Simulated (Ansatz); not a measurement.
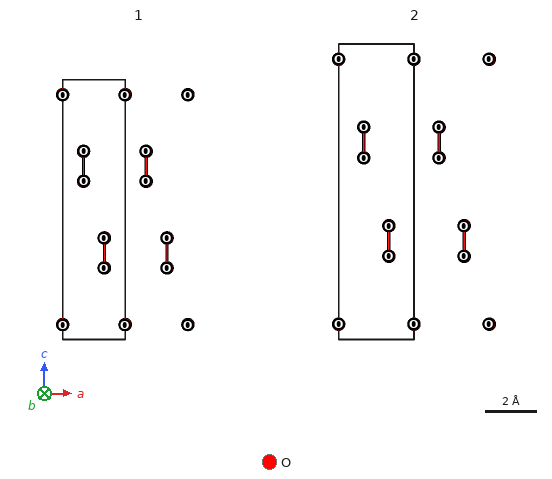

Two geometries of a crystal of O (set up in R-3m) (coarse preliminary run), drawn at one scale. One is the start of a relaxation, the other its converged end. Style: ball-and-stick. Shown: the conventional cell (3 times the calculation's cell), repeated 2 × 1 × 1 with one cell outlined, along the b axis. Lengths and directions refer to the drawn axes.

Theory: Ansatz 0.2.0, DFT r2SCAN, scalar-relativistic, plane waves, PAW. Set-up: plane-wave cutoff 500 eV; k-point mesh 12 × 12 × 12; occupations gaussian; smearing width 0.1 eV; collinear spin; cell and atoms relaxed; force threshold 0.05 eV/Å; at most 80 steps.

Which of the two is the end point?

Answer. Structure 2 is the relaxed one. The energy falls by 103 meV per atom in 6 accepted moves (8 points after the start). The largest force component goes from 2 to 0.033 eV/Å. The pressure goes from 12.36 to 0.03 GPa. At 2 points the geometry stayed and the basis and grid were re-selected for the new cell (energy shift of 11.1 meV per atom at most each time). The largest moves relative to the cell, 0.068 Å, are those of O atoms. The volume changes by +64.5 %, with a = b 2.847 → 3.423 Å (+20.3 %), c 10.225 → 11.631 Å (+13.8 %). Among the contacts that change: O–O 1.180 → 1.206 Å. The space group stays R-3m (No. 166). The run took 2.9 min on 1 thread of Arm Neoverse V1, with other jobs on the host, peak memory 0.6 GiB.
